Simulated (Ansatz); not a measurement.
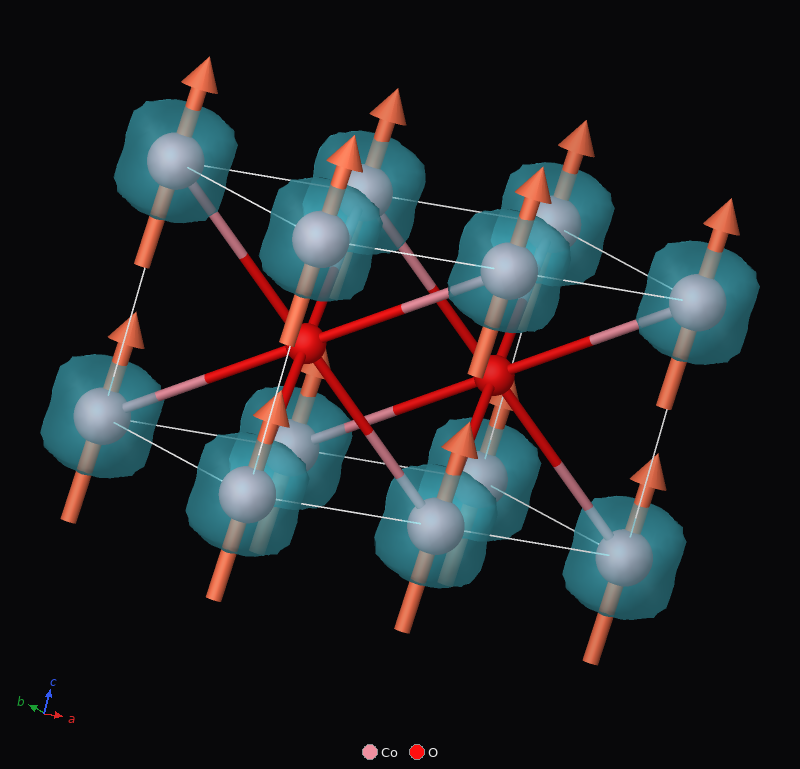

CoO. Isosurface of the size of the magnetisation density at 1 e/Å³ (cyan), with the spin moments of the magnetic sites as arrows; seen slightly off an axis.

Space group I4/mmm; computed pressure about 4 GPa in this cell; Hubbard U of 3.32 eV on Co d only; with non-collinear spins.

These are results of DFT, PBE+U, PAW, plane waves, scalar-relativistic in Ansatz 0.2.0, not measurements.

In a PAW calculation such maps are meaningful between the atoms, not at the nuclei.

Describe the magnetic structure.

Answer. Spin moments: Co 2.6 μB. All point the same way (ferromagnetic).
